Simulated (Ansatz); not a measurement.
## A series of single points on TiSi

System: TiSi (Cmmm, 2 atoms in the cell).
Method: DFT PBEsol, scalar-relativistic, plane waves, PAW, no spin polarisation (Ansatz 0.2.0).

The 5 runs differ only in the geometry, by a strain of the cell at fixed fractional positions. Against run 3, the strain is εxx = η and εyy = η. The structure derives from a Materials Project entry.

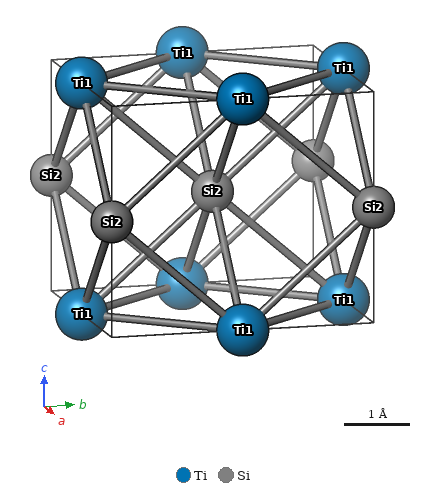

Figure 1. The structure of run 3 (ball-and-stick view of the cell 2 times as large as that of the calculation, set on its symmetry axes, seen slightly off an axis; atoms are numbered from 1 in the order of the input). An atom can appear more than once, as a periodic image.

**Input of run 3**
```yaml
crystal:
  lattice:
    - [1.816178, -2.117624, 0.0]
    - [1.816178, 2.117624, 0.0]
    - [0.0, 0.0, 3.68981598]
  atoms:
    - { symbol: Ti, position: [0.5, 0.5, 0.0] }
    - { symbol: Si, position: [0.0, 0.0, 0.5] }
basis:
  ecutwfc: 420
kpoints:
  mp_grid: { grid: [18, 18, 12] }
hamiltonian:
  xc: pbesol
scf:
  occupations: { method: gaussian, width: 0.15 }
output:
  forces: true
  stress: true
  eigenvalues: true
```

Command:
```bash
ansatz run input.yaml --threads 1 --pin off --max-ram 2560MiB --backend cpu --events-out ev --progress --plain --runs-dir out
```

Lattice vectors (Å) and fractional positions of run 3:
```
   1.816178   -2.117624    0.000000
   1.816178    2.117624    0.000000
   0.000000    0.000000    3.689816
Ti  0.500000  0.500000  0.000000
Si  0.000000  0.000000  0.500000
```

Run 4 differs from it as follows:
```diff
-    - [1.816178, -2.117624, 0.0]
-    - [1.816178, 2.117624, 0.0]
+    - [1.84342067, -2.14938836, 0.0]
+    - [1.84342067, 2.14938836, 0.0]
```

**Results, with one run withheld**

| run | strain parameter η (%) | free energy per atom, from the lowest run given (meV) | pressure (GPa) |
| --- | --- | --- | --- |
| 1 | −3.0000 | 18.44 | 9.96 |
| 2 | −1.5000 | 2.81 | 4.89 |
| 3 | 0.0000 | 0.00 | 0.52 |
| 4 | 1.5000 | ? | ? |
| 5 | 3.0000 | 26.96 | −6.61 |

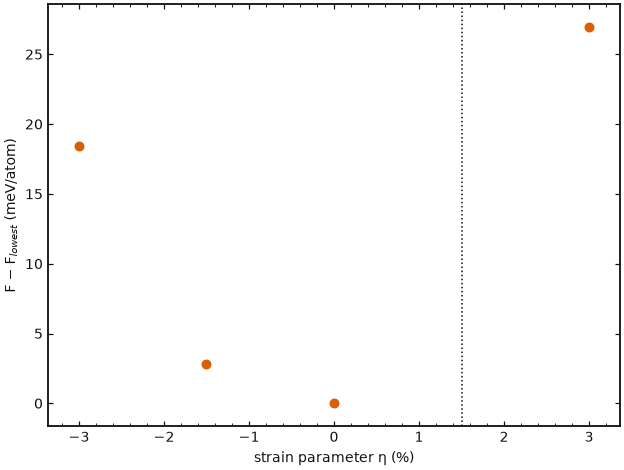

Figure 2. Free energy per atom of the runs given; the dotted line marks run 4.

Estimate the energy of run 4 from the others.

A quadratic polynomial in the coordinate, fitted to the 4 runs given, misses them by at most 0.43 meV per atom. With x = η + 0.3750, it reads F = −0.50773 − 0.4583 x + 2.5519 x² (meV per atom). At run 4 it gives 7.60 meV per atom, and the run itself gives 8.43. The fit has its minimum at η = −0.2852 %. The miss comes from the order of the polynomial or from scatter in that run; these data can't tell which.

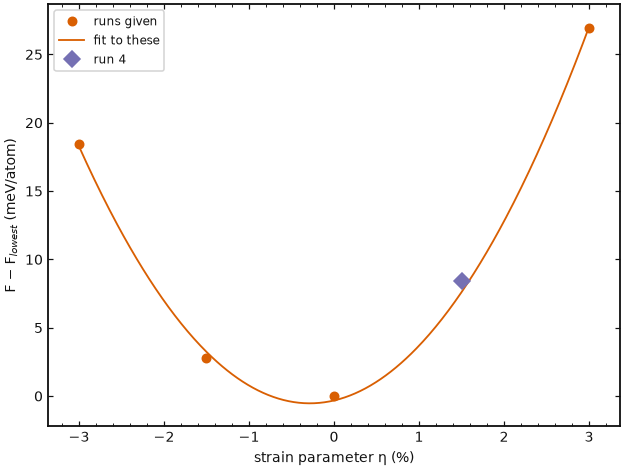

Figure 3. The fit and the withheld run.

**Output, shortened to warnings, some set-up lines, iterations and results (run 4)**
```
Basis set: ecut = 420 eV, 573 PW (Γ), exchange–correlation on 40×40×50 points (8 copies of the dense FFT grid, shifted against one another)
Symmetry: 8 space group operations
k-points: 637 of 3888
Initial density: superposition of atomic densities (neutral atoms: chi_scale 0, normalization atom), corrected by the library's trained network
[...]
SCF iter   1: F=—  HF=-3096.612590 eV  |F-HF|=—  |Δ(HF+E_count)|=         —  Δρ=6.38e-3  dr2=8.71e-3  ethr=1.77e-3  ⟨swp⟩=5.0  Hψ=40586  notcnv=0
SCF iter   2: F=—  HF=-3096.610454 eV  |F-HF|=—  |Δ(HF+E_count)|=   2.14e-3  Δρ=3.13e-3  dr2=2.12e-3  ethr=5.44e-5  ⟨swp⟩=1.1  Hψ=12922  notcnv=0
SCF iter   3: F=—  HF=-3096.609954 eV  |F-HF|=—  |Δ(HF+E_count)|=   5.00e-4  Δρ=2.25e-4  dr2=8.74e-6  ethr=1.33e-5  ⟨swp⟩=3.0  Hψ=13099  notcnv=0
SCF iter   4: F=—  HF=-3096.609892 eV  |F-HF|=—  |Δ(HF+E_count)|=   6.24e-5  Δρ=4.16e-5  dr2=5.81e-7  ethr=5.46e-8  ⟨swp⟩=2.4  Hψ=11246  notcnv=0
SCF iter   5: F=-3096.609892 eV  HF=-3096.609892 eV  |F-HF|=5.61e-9  |Δ(HF+E_count)|=   1.64e-7  Δρ=9.66e-6  dr2=2.64e-8  ethr=3.63e-9  ⟨swp⟩=2.0  Hψ=10145  notcnv=0
SCF iter   6: F=-3096.609892 eV  HF=-3096.609892 eV  |F-HF|=2.64e-10  |Δ(HF+E_count)|=   2.94e-9  Δρ=2.35e-6  dr2=1.12e-9  ethr=1.65e-10  ⟨swp⟩=1.9  Hψ=24097  notcnv=0
SCF 1 converged in 6 iterations: F = -3096.609892 eV  dr2 = 1.12e-9
SCF converged after 6 iterations
Free energy (F): -3096.609892 eV
Harris-Foulkes:  -3096.609892 eV  (|F-HF|=2.64e-10)
Internal energy: -3096.595954 eV  (E = F + TS)
E sigma→0 (E₀):  -3096.602923 eV
Entropy (-TS):   -0.013938 eV (-6.969 meV/atom)
Fermi energy:    13.229343 eV
--- Per-component energies (eV) ---
  E_band       = -129.010440
  E_kinetic    = 316.419463
  E_local      = -950.857070  (includes V_loc(G=0)·N_el)
  E_nonlocal   = 35.212376
  E_hartree    = 407.472937
  E_xc         = -153.550050
  E_vxc        = -171.202646  (∫ρ·V_xc dr)
  E_paw        = -1521.714408  (= ΣΔE_a)
  E_vpaw       = -173.527495  (= ΣTr[D̂ρ^β])
  E_aug_tail   = 0.000132  (compensation charges beyond the density's cutoff)
  E_ewald      = -1229.750279
  E_core_change = 0.170945  (= ΣΔE_core)
  E_smearing   = -0.013938  (= −TS)
  E_closure    = 0.000000  (closes the sum)
  Σ components = -3096.609892   (vs F -3096.609892, Δ=0.00e0)
--- Forces (eV/Å), atoms counted from 1 ---
  atom   1  Ti    -0.00000000    -0.00000000     0.00000000
  atom   2  Si    -0.00000000     0.00000000     0.00000000
  max |Σ_I F_I| component: 1.28e-29 eV/Å
--- Stress (GPa, compression-positive) ---
       -5.338076      -0.000000       0.000000
       -0.000000      -4.787332      -0.000000
        0.000000      -0.000000       0.270605
  P = ⅓ Tr σ = -3.2849 GPa (-32.849 kbar)
```
